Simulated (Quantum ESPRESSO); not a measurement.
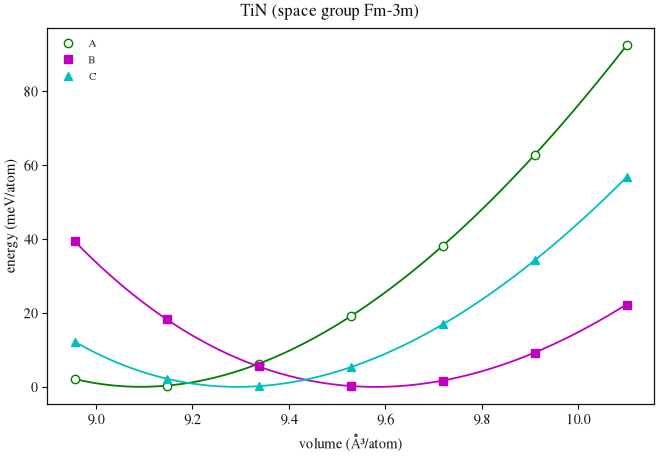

The plot gives the computed energy against volume, with one curve for each functional, for TiN (space group Fm-3m). The labels are replaced by letters. In alphabetical order the cases are: LDA; PBE; PBEsol.

Method: plane-wave DFT, no spin polarisation; energies at scaled volumes of the given cell, shape and fractions fixed, counted from the fit's minimum, third-order Birch-Murnaghan fit (Quantum ESPRESSO 7.5). All runs: no spin polarisation.

```json
{"setting": "k mesh", "value": "16×16×16"}
{"setting": "occupations", "value": "Methfessel–Paxton"}
{"setting": "smearing width", "value": "0.2 eV"}
{"setting": "wave cutoff", "value": "612.3 eV"}
{"setting": "density cutoff", "value": "4898 eV"}
```

### Which letter stands for which functional?

A: LDA; B: PBE; C: PBEsol.
